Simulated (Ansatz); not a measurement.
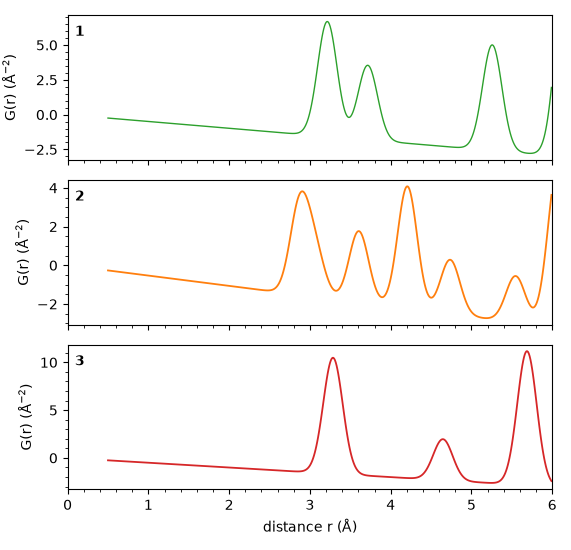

Computed neutron G(r), with each pair weighted by the product of the tabulated coherent neutron scattering lengths (natural isotope mix where the element has one) and a uniform peak width σ = 0.12 Å. No termination ripples are included.

Candidate polymorphs:

A. 
```xyz
4
Lattice="4.6460 0.0000 0.0000 0.0000 4.6460 0.0000 0.0000 0.0000 4.6460" Properties=species:S:1:pos:R:3 pbc="T T T"
Sc    0.0000    0.0000    0.0000
Sc    0.0000    2.3230    2.3230
Sc    2.3230    0.0000    2.3230
Sc    2.3230    2.3230    0.0000
```

B. 
```
Sc
1.0
     5.54531    0.00000    0.00000
     0.00000    5.54531    0.00000
     0.00000    0.00000    3.07254
Sc
4
Cartesian
  0.0000 0.0000 0.0000
  2.7727 0.0000 2.3044
  2.7727 2.7727 1.5363
  0.0000 2.7727 0.7681
```

C. 
```xyz
2
Lattice="3.7168 0.0000 0.0000 0.0000 3.7168 0.0000 0.0000 0.0000 3.7168" Properties=species:S:1:pos:R:3 pbc="T T T"
Sc    0.0000    0.0000    0.0000
Sc    1.8584    1.8584    1.8584
```

Origins: A, coordinates from a relaxation with Ansatz, DFT, BLYP, plane waves (420 eV) with PAW, scalar-relativistic; the starting structure was generated, so it need not be a known form of this composition; B, the end point of a relaxation with Ansatz, DFT, PBEsol, plane waves (420 eV) with PAW, scalar-relativistic; the starting structure was generated, so it need not be a known form of this composition; C, the input geometry of an electronic-structure calculation (not necessarily at equilibrium); the starting structure was generated, so it need not be a known form of this composition.

Match each curve to its structure.

curve 1 is C (Sc, first clear peaks at 3.22 Å (Sc–Sc) and 3.72 Å (Sc–Sc)); curve 2 is B (Sc, first clear peaks at 2.91 Å (Sc–Sc) and 3.61 Å (Sc–Sc)); curve 3 is A (Sc, first clear peaks at 3.29 Å (Sc–Sc) and 4.65 Å (Sc–Sc)).
